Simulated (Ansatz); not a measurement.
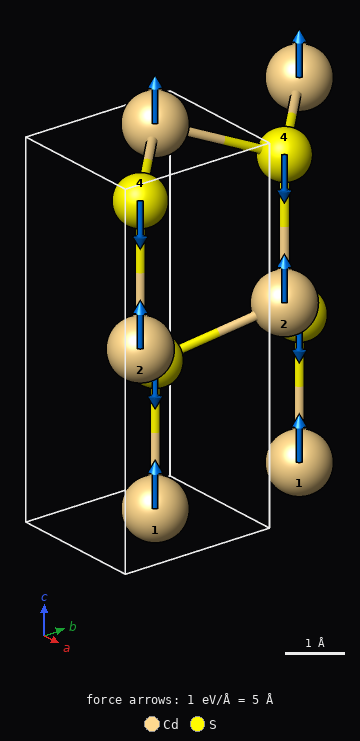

A changed version of solid CdS (set up in P6_3mc), with the computed forces as blue arrows. Besides, the cell is strained by 0.0 % along c and +1.0 % across it (volume +2.0 %). A ball-and-stick model of the cell of the calculation, repeated 1 × 2 × 1 with one cell outlined, seen slightly off an axis.

Theory: DFT, LDA, PAW with Ansatz's default frozen-core files, scalar-relativistic (Ansatz 0.2.0). (plane-wave cutoff 420 eV; k-point mesh 8 × 8 × 4; occupations fermi dirac; smearing width 0.02 eV; no spin polarisation)

**Where do the forces point?**

The atoms keep their fractional coordinates. No relaxation follows. It costs 9.0 meV per atom. The pressure goes from −2.7 to −3.8 GPa. The principal stresses (compression positive) are −4.3 GPa along c and −3.6 GPa across it. The largest forces, 0.17 eV/Å, act on Cd and S. Some distances before and after: Cd–S 2.510 → 2.533 Å. The space group stays P6_3mc (No. 186).
